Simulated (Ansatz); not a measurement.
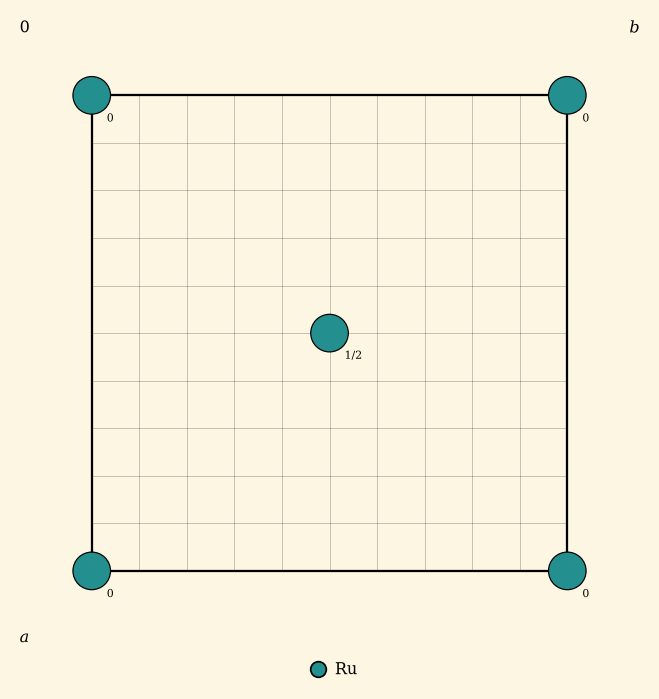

Plan of a unit cell projected along c (a down the page, b across); the numbers are heights as fractions of c, and atoms on the cell's edges are repeated. The grid marks tenths of a and b. Source: the end point of a relaxation with Ansatz, DFT, r2SCAN, plane waves (500 eV) with PAW, scalar-relativistic; the starting structure was generated, so it need not be a known form of this composition. The drawing is computed from the coordinates (standard cell, symmetry found to 0.002 Å).

a = 3.065 Å, b = 3.065 Å, c = 3.065 Å, α = 90.00°, β = 90.00°, γ = 90.00°.

Question: What does the cell contain?

Answer: 2 Ru: Ru, Z = 2.

Question: Which space group?

Answer: No. 229, Im-3m, body-centred cubic.

Question: Give the independent sites, coordinates to two places.

Answer:
```
atom  site  symmetry     x     y     z
  Ru    2a      m-3m  0.00  0.00  0.00
```
